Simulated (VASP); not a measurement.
**Geometry relaxation, with input and output: Li2O (part 1 of 2)**

System: Li2O (Fm-3m, 3 atoms in the cell).
Method: Kohn-Sham DFT of a periodic cell, LDA, VASP PAW LDA potentials, recommended, no spin polarisation (VASP 6.6.1).

The structure derives from an entry of the Crystallography Open Database.

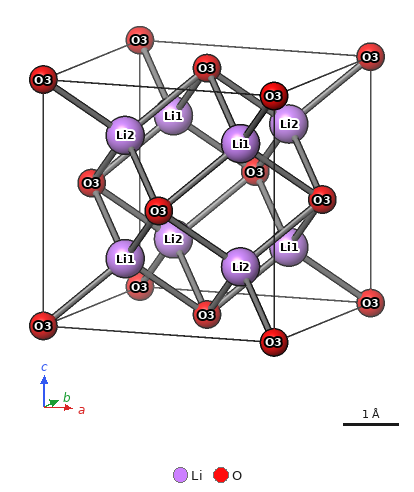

The structure as given in the input (ball-and-stick view of the cell 4 times as large as that of the calculation, set on its symmetry axes, seen slightly off an axis; atoms are numbered from 1 in the order of the input). An atom can appear more than once, as a periodic image.

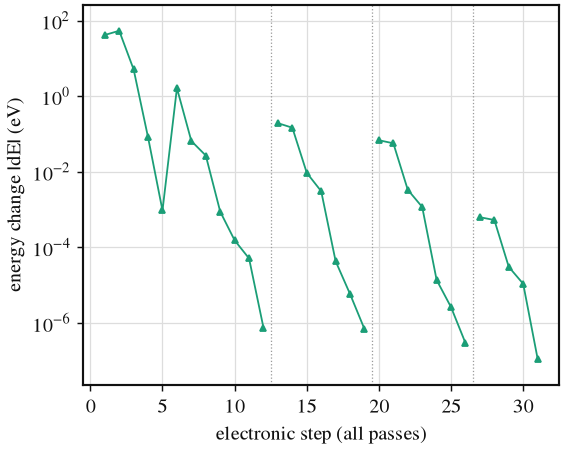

Convergence of the self-consistent field: energy change |dE| against the electronic step. Each stretch between dotted lines is the SCF of one geometry step of a relaxation. The 4 ionic steps take 5 to 12 electronic steps each. The density is held fixed in the first few steps, and dE rises again when its update begins.

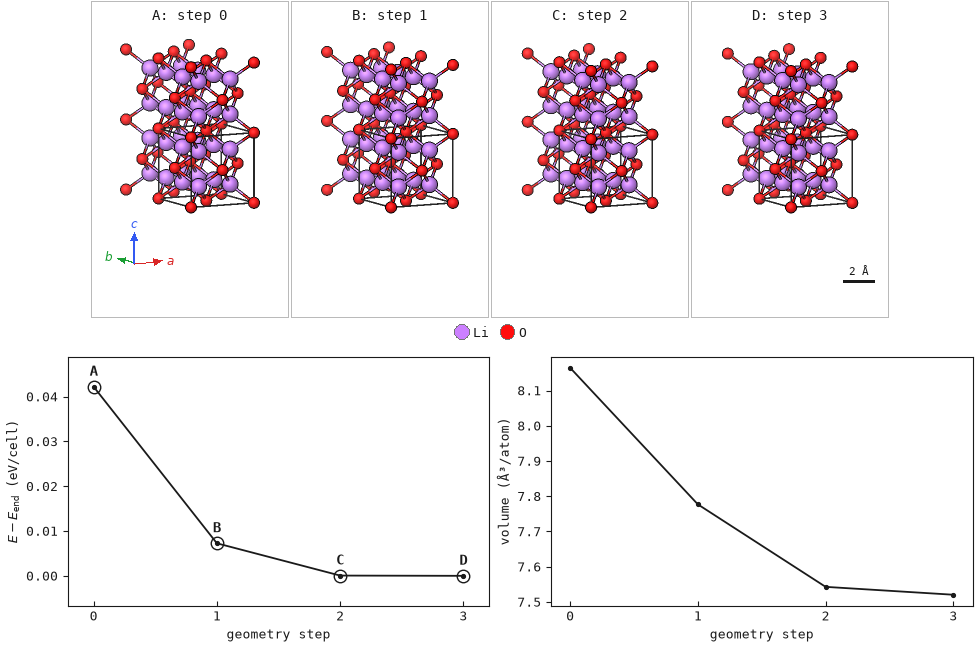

Frames of the relaxation (ball-and-stick view of the cell 4 times as large as that of the calculation, set on its symmetry axes, repeated 1 × 2 × 2, seen at an oblique angle) above the curves, on which the letters mark them (steps are counted from 0).

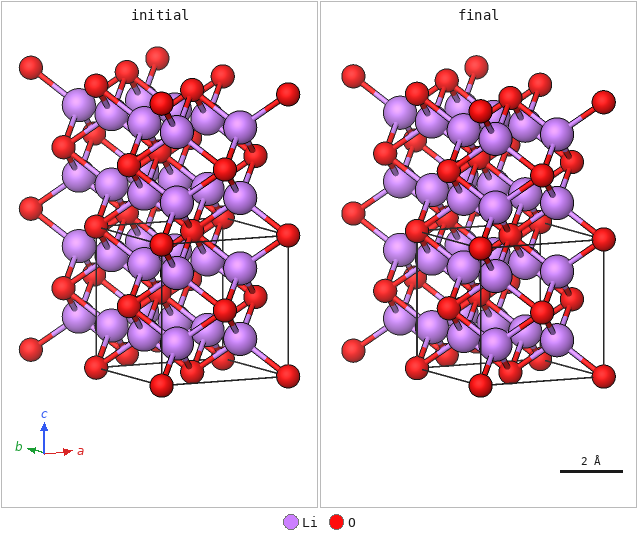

Before (left) and after (right) the relaxation, at one scale (ball-and-stick view of the cell 4 times as large as that of the calculation, set on its symmetry axes, repeated 1 × 2 × 2, seen at an oblique angle). After 3 geometry steps the energy has fallen by 42.2 meV per cell of the calculation. All forces vanish by symmetry, so only the cell relaxes. No atom moves by more than 0.005 Å relative to the cell. The volume changes by −7.9 %, with a = b = c 4.610 → 4.485 Å (−2.7 %). Among the contacts that change: Li1–O3 1.996 → 1.942 Å. The space group stays Fm-3m (No. 225). (Atoms are counted from 1 in the order of the input.)

The input and output of the run follow.

### INCAR
```
PREC = Accurate
ENCUT = 600
EDIFF = 1E-6
ISMEAR = 0
SIGMA = 0.03
LREAL = F
LASPH = T
NELM = 80
ALGO = Normal
ISIF = 3
LWAVE = F
LCHARG = F
GGA = CA
IBRION = 2
NSW = 90
EDIFFG = -0.01
KPAR = 2
```

### KPOINTS
```
Automatic mesh
0
Gamma
  10 10 10
```

### POSCAR
```
Li2O
1.0
    0.0000000000      2.3050000000      2.3050000000
    2.3050000000      0.0000000000      2.3050000000
    2.3050000000      2.3050000000      0.0000000000
Li O
2 1
Direct
    0.2500000000      0.2500000000      0.2500000000
    0.7500000000      0.7500000000      0.7500000000
    0.0000000000      0.0000000000      0.0000000000
```

Command:
```bash
cat potpaw_LDA.64/Li_sv/POTCAR potpaw_LDA.64/O/POTCAR > POTCAR
mpirun -np 2 vasp_std > vasp.out
```

### OSZICAR
```
N       E                     dE             d eps       ncg     rms          rms(c)
DAV:   1     0.418323305259E+02    0.41832E+02   -0.66390E+03   940   0.141E+03
DAV:   2    -0.122420459118E+02   -0.54074E+02   -0.51536E+02  1108   0.243E+02
DAV:   3    -0.173716681510E+02   -0.51296E+01   -0.51119E+01  1698   0.637E+01
DAV:   4    -0.174533210054E+02   -0.81653E-01   -0.81563E-01  1192   0.838E+00
DAV:   5    -0.174542750155E+02   -0.95401E-03   -0.95392E-03  1454   0.711E-01    0.723E+00
DAV:   6    -0.158105063918E+02    0.16438E+01   -0.93610E+00   944   0.193E+01    0.293E+00
DAV:   7    -0.157450251675E+02    0.65481E-01   -0.27881E-01  1054   0.439E+00    0.141E+00
DAV:   8    -0.157179127675E+02    0.27112E-01   -0.65656E-02  1088   0.287E+00    0.325E-01
DAV:   9    -0.157170244390E+02    0.88833E-03   -0.60557E-03  1302   0.747E-01    0.104E-01
DAV:  10    -0.157171791881E+02   -0.15475E-03   -0.31942E-04  1046   0.190E-01    0.653E-02
DAV:  11    -0.157171279141E+02    0.51274E-04   -0.76578E-05  1080   0.113E-01    0.102E-02
DAV:  12    -0.157171271619E+02    0.75223E-06   -0.32290E-06  1210   0.223E-02
   1 F= -.15717127E+02 E0= -.15717127E+02  d E =-.157171E+02
       N       E                     dE             d eps       ncg     rms          rms(c)
DAV:   1    -0.159118152712E+02   -0.19469E+00   -0.30037E+00   950   0.172E+01    0.314E+00
DAV:   2    -0.157646034582E+02    0.14721E+00   -0.10374E+00   956   0.803E+00    0.973E-01
DAV:   3    -0.157551749528E+02    0.94285E-02   -0.33482E-02  1054   0.165E+00    0.563E-01
DAV:   4    -0.157521013081E+02    0.30736E-02   -0.60467E-03  1636   0.663E-01    0.706E-02
DAV:   5    -0.157520580366E+02    0.43272E-04   -0.46326E-04  1054   0.232E-01    0.186E-02
DAV:   6    -0.157520638948E+02   -0.58582E-05   -0.34154E-05  1500   0.582E-02    0.838E-03
DAV:   7    -0.157520632011E+02    0.69368E-06   -0.11381E-06   672   0.139E-02
   2 F= -.15752063E+02 E0= -.15752063E+02  d E =-.349360E-01
       N       E                     dE             d eps       ncg     rms          rms(c)
DAV:   1    -0.158207922034E+02   -0.68728E-01   -0.11712E+00   958   0.108E+01    0.195E+00
DAV:   2    -0.157638183344E+02    0.56974E-01   -0.38848E-01   956   0.496E+00    0.595E-01
DAV:   3    -0.157604562570E+02    0.33621E-02   -0.11382E-02  1062   0.996E-01    0.347E-01
DAV:   4    -0.157592783164E+02    0.11779E-02   -0.23511E-03  1634   0.418E-01    0.428E-02
DAV:   5    -0.157592645107E+02    0.13806E-04   -0.17483E-04  1056   0.144E-01    0.115E-02
DAV:   6    -0.157592671397E+02   -0.26289E-05   -0.12800E-05  1494   0.361E-02    0.537E-03
DAV:   7    -0.157592668435E+02    0.29619E-06   -0.43196E-07   602   0.866E-03
   3 F= -.15759267E+02 E0= -.15759267E+02  d E =-.421397E-01
       N       E                     dE             d eps       ncg     rms          rms(c)
DAV:   1    -0.157598991509E+02   -0.63201E-03   -0.10962E-02   958   0.103E+00    0.188E-01
DAV:   2    -0.157593660146E+02    0.53314E-03   -0.36273E-03   958   0.478E-01    0.567E-02
DAV:   3    -0.157593353568E+02    0.30658E-04   -0.10345E-04  1062   0.959E-02    0.331E-02
DAV:   4    -0.157593244312E+02    0.10926E-04   -0.21723E-05  1638   0.402E-02    0.407E-03
DAV:   5    -0.157593243174E+02    0.11384E-06   -0.15776E-06   790   0.139E-02
   4 F= -.15759324E+02 E0= -.15759324E+02  d E =-.421972E-01
```

### Parts of OUTCAR
```
PREC = Accurate
   ENCUT = 600
   EDIFF = 1E-6
   ISMEAR = 0
   LREAL = F
   LASPH = T
   NELM = 80
   ISIF = 3
   GGA = CA
   IBRION = 2
   NSW = 90
   EDIFFG = -0.01

 ion  position               nearest neighbor table
   1  0.250  0.250  0.250-   3 2.00   3 2.00   3 2.00   3 2.00   2 2.31   2 2.31   2 2.31   2 2.31
                             2 2.31   2 2.31
   2  0.750  0.750  0.750-   3 2.00   3 2.00   3 2.00   3 2.00   1 2.31   1 2.31   1 2.31   1 2.31
                             1 2.31   1 2.31
   3  0.000  0.000  0.000-   1 2.00   2 2.00   2 2.00   2 2.00   2 2.00   1 2.00   1 2.00   1 2.00

  LATTYP: Found a face centered cubic cell.
 ALAT       =     4.6100000000

  Lattice vectors:

 A1 = (   0.0000000000,   2.3050000000,   2.3050000000)
 A2 = (   2.3050000000,   0.0000000000,   2.3050000000)
 A3 = (   2.3050000000,   2.3050000000,   0.0000000000)

Analysis of symmetry for initial positions (statically):
=====================================================================
 Subroutine PRICEL returns:
 Original cell was already a primitive cell.

 Routine SETGRP: Setting up the symmetry group for a
 face centered cubic supercell.

 Subroutine GETGRP returns: Found 48 space group operations
 (whereof 48 operations were pure point group operations)
 out of a pool of 48 trial point group operations.

The static configuration has the point symmetry O_h .

Analysis of symmetry for dynamics (positions and initial velocities):
=====================================================================
 Subroutine PRICEL returns:
 Original cell was already a primitive cell.

 Routine SETGRP: Setting up the symmetry group for a
 face centered cubic supercell.

 Subroutine GETGRP returns: Found 48 space group operations
 (whereof 48 operations were pure point group operations)
 out of a pool of 48 trial point group operations.

The dynamic configuration has the point symmetry O_h .

 Subroutine INISYM returns: Found 48 space group operations
 (whereof 48 operations are pure point group operations),
 and found     1 'primitive' translations

----------------------------------------------------------------------------------------

                                     Primitive cell

  volume of cell :      24.4930

  direct lattice vectors                    reciprocal lattice vectors
     0.000000000  2.305000000  2.305000000    -0.216919740  0.216919740  0.216919740
     2.305000000  0.000000000  2.305000000     0.216919740 -0.216919740  0.216919740
     2.305000000  2.305000000  0.000000000     0.216919740  0.216919740 -0.216919740

  length of vectors
     3.259762261  3.259762261  3.259762261     0.375716010  0.375716010  0.375716010

  position of ions in fractional coordinates (direct lattice)
     0.250000000  0.250000000  0.250000000
     0.750000000  0.750000000  0.750000000
     0.000000000  0.000000000  0.000000000

  ion indices of the primitive-cell ions
   primitive index   ion index
                 1           1
                 2           2
                 3           3

----------------------------------------------------------------------------------------

 KPOINTS: Automatic mesh

Automatic generation of k-mesh.
 Grid dimensions read from file:
 generate k-points for:   10   10   10

 Generating k-lattice:

  Cartesian coordinates                     Fractional coordinates (reciprocal lattice)
    -0.021691974  0.021691974  0.021691974     0.100000000  0.000000000  0.000000000
     0.021691974 -0.021691974  0.021691974     0.000000000  0.100000000  0.000000000
     0.021691974  0.021691974 -0.021691974     0.000000000  0.000000000  0.100000000

  Length of vectors
     0.037571601  0.037571601  0.037571601

  Shift w.r.t. Gamma in fractional coordinates (k-lattice)
     0.000000000  0.000000000  0.000000000

 Subroutine IBZKPT returns following result:
 ===========================================

 Found     47 irreducible k-points:

 Following reciprocal coordinates:
            Coordinates               Weight
  0.000000  0.000000  0.000000      1.000000
  0.100000  0.000000  0.000000      8.000000
  0.200000  0.000000  0.000000      8.000000
  0.300000  0.000000  0.000000      8.000000
  0.400000  0.000000  0.000000      8.000000
  0.500000  0.000000  0.000000      4.000000
  0.100000  0.100000  0.000000      6.000000
  0.200000  0.100000  0.000000     24.000000
  0.300000  0.100000  0.000000     24.000000
  0.400000  0.100000  0.000000     24.000000
  0.500000  0.100000  0.000000     24.000000
 -0.400000  0.100000  0.000000     24.000000
 -0.300000  0.100000  0.000000     24.000000
 -0.200000  0.100000  0.000000     24.000000
 -0.100000  0.100000  0.000000     12.000000
  0.200000  0.200000  0.000000      6.000000
  0.300000  0.200000  0.000000     24.000000
  0.400000  0.200000  0.000000     24.000000
  0.500000  0.200000  0.000000     24.000000
 -0.400000  0.200000  0.000000     24.000000
 -0.300000  0.200000  0.000000     24.000000
 -0.200000  0.200000  0.000000     12.000000
  0.300000  0.300000  0.000000      6.000000
  0.400000  0.300000  0.000000     24.000000
 [... further k-points ...]
   k-points           NKPTS =     47   k-points in BZ     NKDIM =     47   number of bands    NBANDS=     10
   number of dos      NEDOS =    301   number of ions     NIONS =      3
   total plane-waves  NPLWV =  21952
   dimension x,y,z NGX =    28 NGY =   28 NGZ =   28
   dimension x,y,z NGXF=    56 NGYF=   56 NGZF=   56
   ions per type =               2   1
   NGX,Y,Z   is equivalent  to a cutoff of  14.28, 14.28, 14.28 a.u.
   NGXF,Y,Z  is equivalent  to a cutoff of  28.56, 28.56, 28.56 a.u.
 SYSTEM =  unknown system
   PREC   = accura    normal or accurate (medium, high low for compatibility)
   ISTART =      0    job   : 0-new  1-cont  2-samecut
   ICHARG =      2    charge: 1-file 2-atom 10-const
   ISPIN  =      1    spin polarized calculation?
   LNONCOLLINEAR =      F non collinear calculations
   LSORBIT =      F    spin-orbit coupling
   LASPH  =      T    aspherical Exc in radial PAW
   ENCUT  =  600.0 eV  44.10 Ry    6.64 a.u.   6.51  6.51  6.51*2*pi/ulx,y,z
   NELM   =     80;   NELMIN=  2; NELMDL= -5     # of ELM steps
   EDIFF  = 0.1E-05   stopping-criterion for ELM
   LREAL  =      F    real-space projection
   EDIFFG = -.1E-01   stopping-criterion for IOM
   NSW    =     90    number of steps for IOM
   IBRION =      2    ionic relax: 0-MD 1-quasi-New 2-CG
   NFREE  =      1    steps in history (QN), initial steepest desc. (CG)
   ISIF   =      3    stress and relaxation
   ISYM   =      2    0-nonsym 1-usesym 2-fastsym
   POTIM  = 0.5000    time-step for ionic-motion
   TEBEG  =    0.0;   TEEND  =   0.0 temperature during run
   PSTRESS=    0.0 pullay stress
   NELECT =      12.0000    total number of electrons
   NUPDOWN=      -1.0000    fix difference up-down
   EMIN   =  10.00;   EMAX   =-10.00  energy-range for DOS
   EFERMI =   0.00;   METHOD = LEGACY
   ISMEAR =     0;   SIGMA  =   0.03  broadening in eV -4-tet -1-fermi 0-gaus
   EFERMI_NEDOS =   21; number of points for ismear=-14 and -15
   IALGO  =     38    algorithm
   IMIX   =      4    mixing-type and parameters
     AMIX     =   0.40;   BMIX     =  1.00
     AMIX_MAG =   1.60;   BMIX_MAG =  1.00
  volume/ion in A,a.u.               =       8.16        55.10
  Fermi-wavevector in a.u.,A,eV,Ry     =   1.290588  2.438858 22.662103  1.665618
  Thomas-Fermi vector in A             =   2.422410
   LORBIT       =      0    0 simple, 1 ext, 2 COOP (PROOUT), +10 PAW based schemes
   GGA     = CA    functional components
   LHFCALC =     F    Hartree Fock is set to
   AEXX    =    0.0000 exact exchange contribution
   IVDW    =     0    specifies the selected vdW correction
   LEPSILON=     F    determine dielectric tensor
   LRPA    =     F    only Hartree local field effects (RPA)
 conjugate gradient relaxation of ions
 non-spin polarized calculation
 Gauss-broadening in eV      SIGMA  =   0.03
  energy-cutoff  :      600.00
  volume of cell :       24.49
 maximum number of plane-waves:       869
 NGX is ok and might be reduce to    28
   NGX = 13   NGY = 13   NGZ = 13
```
